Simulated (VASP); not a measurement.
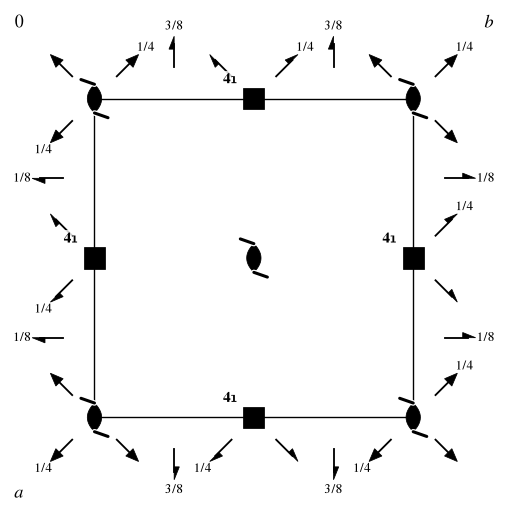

Symmetry elements of a space group, projected down c, computed from the operations of a computed or model structure of composition O.

Symbols follow the International Tables: origin at the upper left, the third axis towards the viewer; heavy, dashed, dotted, dash-dotted and dash-dot-dot lines are mirror, in-plane glide, out-of-plane glide, diagonal (n; with arrows d) and double (e) glide planes seen edge on; arrows at the rim are 2 (full head) and 2₁ (half head) axes in the plane; the corner sign is a plane parallel to the page; fractions are heights. Handed screw axes carry their printed symbol instead of tails.

### Give the Hermann–Mauguin symbol and number.

P4_12_12 (No. 92); primitive tetragonal, point group 422, 8 general positions a cell.

### List the elements shown.

4₁ axes along c at (0, 1/2), (1/2, 0); 2₁ axes along c at (0, 0), (1/2, 1/2); 2 axes along [1 1 0] at height 0; 2 axes along [−1 1 0] at height 1/4; 2₁ axes along [1 1 0] at height 0; 2₁ axes along [−1 1 0] at height 1/4; 2₁ axes along a at height 3/8; 2₁ axes along b at height 1/8. Heights repeat every half period; positions are (a, b) fractions, modulo 1.
